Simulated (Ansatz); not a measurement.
Si8HO16 (cell charge +1, with a compensating background) (cell with a defect)

Input file:

```
crystal:
  lattice:
    - [5.0262964608, -5.0262964608, 0.0]
    - [-5.0262964608, -5.0262964608, 0.0]
    - [0.0, 0.0, -7.3717295607]
  atoms:
    - { symbol: Si, position: [0.4995202399, 0.5007481361, 0.0018936374] }
    - { symbol: Si, position: [-0.0015705685, 0.5009109283, 0.5010820607] }
    - { symbol: Si, position: [0.0002722732, 1.001438663, 1.0018838392] }
    - { symbol: Si, position: [0.4991297701, 1.0001730053, 0.5010894452] }
    - { symbol: Si, position: [0.749073788, 0.2502541441, 0.2514900406] }
    - { symbol: Si, position: [0.2496236002, 0.2513799813, 0.7510204211] }
    - { symbol: Si, position: [0.2490698142, 0.7502577824, 0.2514735871] }
    - { symbol: Si, position: [0.7496082652, 0.7513606651, 0.751971639] }
    - { symbol: O, position: [0.919287711, 0.3293285377, 0.3771470449] }
    - { symbol: O, position: [0.4210688668, 0.3308364615, 0.8751741046] }
    - { symbol: O, position: [0.4172038968, 0.8252695168, 0.3760256415] }
    - { symbol: O, position: [0.9186531598, 0.8293939192, 0.878512131] }
    - { symbol: O, position: [0.8290036911, 0.0797336857, 0.1267169973] }
    - { symbol: O, position: [0.3297885759, 0.0825661998, 0.6264111781] }
    - { symbol: O, position: [0.327804828, 0.5793164293, 0.1296215074] }
    - { symbol: O, position: [0.8281591232, 0.5802454509, 0.6268445754] }
    - { symbol: O, position: [0.6702332761, 0.4212899721, 0.1267535697] }
    - { symbol: O, position: [0.1681433114, 0.4207442729, 0.626447169] }
    - { symbol: O, position: [0.1707060266, 0.9224445164, 0.1269994219] }
    - { symbol: O, position: [0.6698947374, 0.9219188393, 0.6268310197] }
    - { symbol: O, position: [0.5777372491, 0.1706024387, 0.3753575424] }
    - { symbol: O, position: [0.0793744894, 0.1725430929, 0.8770633357] }
    - { symbol: O, position: [0.0772116347, 0.6767330047, 0.3747878523] }
    - { symbol: O, position: [0.5835110604, 0.6756374734, 0.8859394799] }
    - { symbol: H, position: [0.2473591554, 0.7509580976, 0.7481742069] }
  host:
    lattice:
      - [-2.5131482304, 2.5131482304, 3.6858647803]
      - [2.5131482304, -2.5131482304, 3.6858647803]
      - [2.5131482304, 2.5131482304, -3.6858647803]
    atoms:
      - { symbol: Si, position: [0.0, 0.0, 0.0] }
      - { symbol: Si, position: [0.75, 0.25, 0.5] }
      - { symbol: O, position: [0.375, 0.2174794929, 0.3424794929] }
      - { symbol: O, position: [0.9674794929, 0.625, 0.8424794929] }
      - { symbol: O, position: [0.7825205071, 0.125, 0.1575205071] }
      - { symbol: O, position: [0.875, 0.0325205071, 0.6575205071] }
total_charge: 1
basis:
  ecutwfc: 420
  xc_grid: 2
kpoints:
  mp_grid: { grid: [2, 2, 2], shift: [0.5, 0.5, 0.5] }
hamiltonian:
  xc: pbe
scf:
  occupations: { method: gaussian, width: 0.02 }
output:
  forces: true
  stress: false
  eigenvalues: true
  charged_corrections:
    defect_position: [0.25, 0.75, 0.75]
    epsilon: [[3.8795, 0.0, 0.0], [0.0, 3.8795, 0.0], [0.0, 0.0, 4.0911]]
  write_density: true
  write_potential: true
  elf: true
  volumetric_format: npy
relax:
  adjacent_minimum: "off"
  f_tol: 0.03
  max_steps: 40
```

Command:

```sh
ansatz run input.yaml --threads 8 --pin off --max-ram 16384MiB --backend cpu --events-out ev --progress --plain --runs-dir out
```

The fields are those of the run's last geometry, not of the input's.

All numbers below come from Ansatz 0.2.0, DFT PBE, scalar-relativistic, plane waves, PAW.

In a PAW calculation such maps are meaningful between the atoms, not at the nuclei.

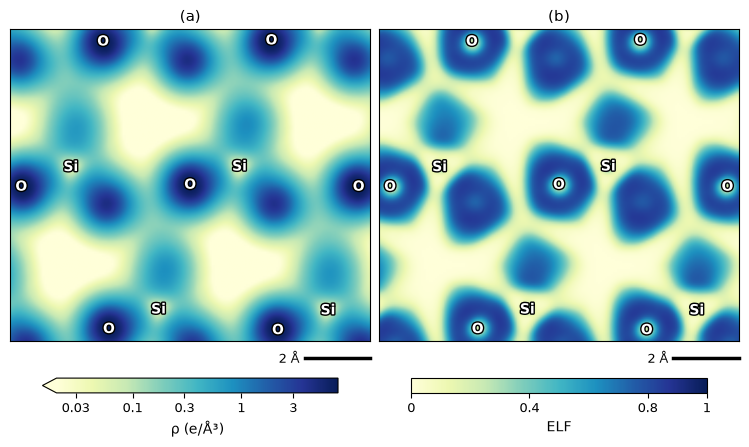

Figure 1. (a) valence pseudo-density; (b) ELF on the (111) plane of the calculation cell.

> What does the map show?

Atoms in the plane: Si and O.
Atoms just off the plane (Si, 0.8 Å away and O, 0.4 Å away) can leave unmarked features too.
Si–O (1.63 Å): the density is about 1.2 e/Å³ at the midpoint; the ELF peaks at about 0.85 between the atoms (a polar covalent bond).

Between the atoms the lowest density in this plane is 0.003 e/Å³.
The ELF also peaks beside O, away from the bonds: lone-pair regions.

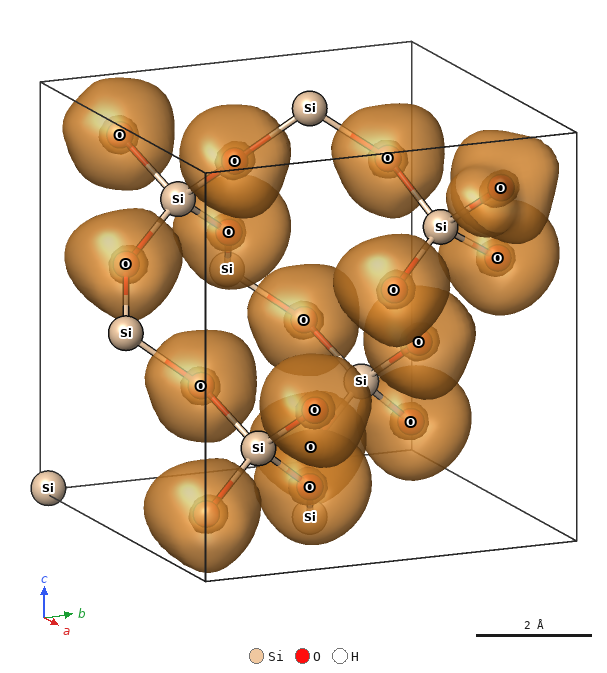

Figure 2. Isosurface of the electron localisation function at 0.65 (orange), seen slightly off an axis. Only the valence region is drawn (cores and ρ < 0.01 e/Å³ removed). Sticks mark near contacts.

> Where are the electrons localised?

The surface consists of 15 regions on O in which the atom's valence shell and bonds are merged and one joined region spread over several atoms (H, O), in which their bonds and any lone pairs are merged, counted in one cell of 25 atoms. Any copies at cell faces, edges or corners count once. Along the contacts the grid gives the following. O–H (0.98 Å): the ELF climbs to about 1 towards the hydrogen, as it does in any bond to H (a covalent bond by its length). Si–O (1.60 Å): the ELF peaks at about 0.85 between the atoms; a short, strongly polar bond.

> Metal or insulator at this level of theory?

It is gapped, with a Kohn–Sham gap of 6.2 eV on the k-point mesh, an upper bound to the gap of this method.
